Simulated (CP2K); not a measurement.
**Ca: 6 runs along one coordinate**

System: Ca (2 atoms in the cell).
Method: Kohn-Sham DFT of a periodic cell, PBE, GTH-PBE with UZH-TZVP basis, no spin polarisation (CP2K 2026.2).

The 6 runs differ only in the geometry, by an even scaling of the cell at fixed fractional positions. The structure derives from an entry of the Crystallography Open Database.

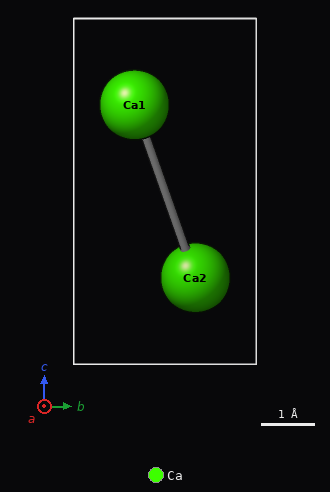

Figure 1. The structure of run 4 (ball-and-stick view of the cell of the calculation, along the a axis; atoms are numbered from 1 in the order of the input).

**Input of run 4**
```
&GLOBAL
  PROJECT ca_eos
  RUN_TYPE ENERGY_FORCE
  PRINT_LEVEL LOW
&END GLOBAL
&FORCE_EVAL
  METHOD QS
  STRESS_TENSOR ANALYTICAL
  &DFT
    BASIS_SET_FILE_NAME BASIS_MOLOPT_UZH
    POTENTIAL_FILE_NAME POTENTIAL_UZH
    WFN_RESTART_FILE_NAME previous-RESTART.kp
    &MGRID
      CUTOFF 450
      REL_CUTOFF 60
      NGRIDS 5
    &END MGRID
    &QS
      METHOD GPW
      EPS_DEFAULT 1.0E-10
    &END QS
    &KPOINTS
      SCHEME MONKHORST-PACK 8 8 4
      GAMMA_CENTERED T
      SYMMETRY T
      SYMMETRY_BACKEND SPGLIB
    &END KPOINTS
    &SCF
      SCF_GUESS RESTART
      EPS_SCF 1.0E-6
      MAX_SCF 100
      ADDED_MOS 10
      CHOLESKY OFF
      EPS_EIGVAL 1.0E-7
      &DIAGONALIZATION ON
        ALGORITHM STANDARD
      &END DIAGONALIZATION
      &MIXING ON
        METHOD BROYDEN_MIXING
        ALPHA 0.4
        BETA 1.5
        NBUFFER 8
      &END MIXING
      &SMEAR ON
        METHOD FERMI_DIRAC
        ELECTRONIC_TEMPERATURE 580.23
      &END SMEAR
    &END SCF
    &XC
      &XC_FUNCTIONAL PBE
      &END XC_FUNCTIONAL
    &END XC
    &PRINT
      &KPOINTS ON
      &END KPOINTS
      &MULLIKEN ON
      &END MULLIKEN
      &MO ON
        ENERGIES T
        OCCUPATION_NUMBERS T
        &EACH
          QS_SCF 0
        &END EACH
        ADD_LAST NUMERIC
      &END MO
    &END PRINT
  &END DFT
  &SUBSYS
    &CELL
      A 4.0063583840 0.0000000000 0.0000000000
      B -2.0031791920 3.4696081373 0.0000000000
      C 0.0000000000 0.0000000000 6.5631800663
      PERIODIC XYZ
    &END CELL
    &COORD
      SCALED
      Ca  0.6666666667 0.3333333333 0.7500000000
      Ca  0.3333333333 0.6666666667 0.2500000000
    &END COORD
    &KIND Ca
      BASIS_SET TZVP-MOLOPT-PBE-GTH-q10
      POTENTIAL GTH-PBE-q10
    &END KIND
    &PRINT
      &ATOMIC_COORDINATES ON
      &END ATOMIC_COORDINATES
      &CELL ON
      &END CELL
    &END PRINT
  &END SUBSYS
  &PRINT
    &FORCES ON
    &END FORCES
    &STRESS_TENSOR ON
    &END STRESS_TENSOR
  &END PRINT
&END FORCE_EVAL
```

Command:
```bash
OMP_NUM_THREADS=1 cp2k.psmp -i ca_eos.inp -o ca_eos.out
```

Run 5 differs from it as follows:
```diff
-      A 4.0063583840 0.0000000000 0.0000000000
-      B -2.0031791920 3.4696081373 0.0000000000
-      C 0.0000000000 0.0000000000 6.5631800663
+      A 4.0323744272 0.0000000000 0.0000000000
+      B -2.0161872136 3.4921386916 0.0000000000
+      C 0.0000000000 0.0000000000 6.6057993129
```

**Results, with one run withheld**

```csv
run,volume per atom (Å³),"free energy per atom, from the lowest run given (meV)",pressure (GPa)
1,42.038,0.51,0.29
2,42.932,0.00,−0.09
3,43.827,1.51,−0.44
4,45.616,9.93,−1.05
5,46.510,?,?
6,47.405,24.50,−1.55
```

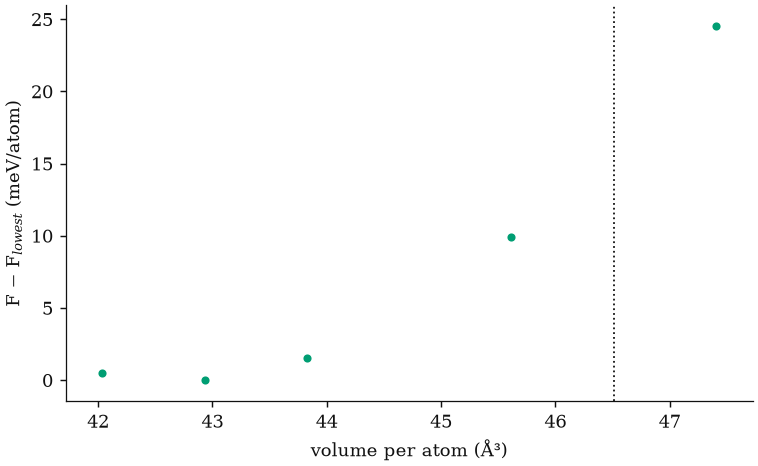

Figure 2. Free energy per atom of the runs given; the dotted line marks run 5.

What should run 5 give?

A cubic polynomial in V^(−2/3) (the Birch–Murnaghan form), fitted to the 5 runs given, misses them by under 0.01 meV per atom. With x = V^(−2/3) − 0.07988 Å⁻², it reads F = 3.0494 − 3171.4 x + 8.1063e+05 x² − 2.6098e+06 x³ (meV per atom). At run 5 it gives 16.51 meV per atom, and the run itself gives 16.52. The slope of the fit gives a pressure −dF/dV of −1.31 GPa there, and the run prints −1.31 GPa. The fit has its minimum at 42.700 Å³ per atom, where V d²F/dV² gives 17.8 GPa. Cell shape and fractional positions are held, so this is the stiffness under even scaling; the relaxed bulk modulus wasn't computed.

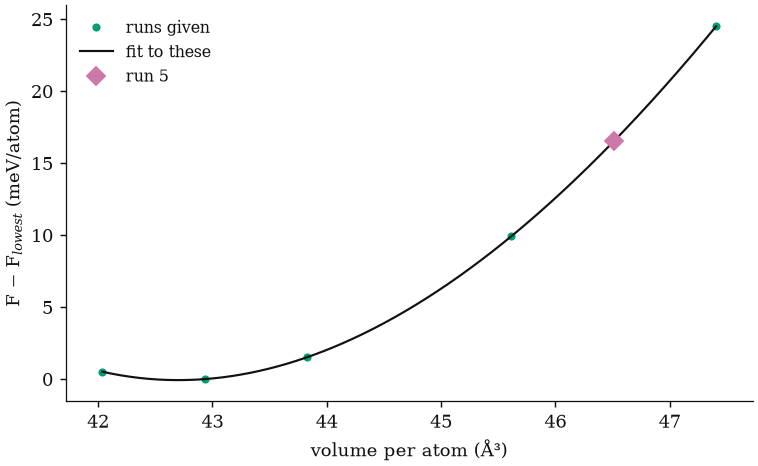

Figure 3. The fit and the withheld run.

**Some lines of the output (run 5)**
```
[...]
 CELL| Volume [angstrom^3]:                                            93.020295
 CELL_REF| Volume [angstrom^3]:                                        93.020295
                        Smear method:                                FERMI_DIRAC
  Step     Update method      Time    Convergence         Total energy    Change
  Fermi energy:                                                 0.13719120140567
  Total energy:                                               -73.47421998820222
  Total energy (extrapolated to T->0):                        -73.47392998723917
 MO| E(Fermi):            0.137191 a.u.          3.733162 eV
```
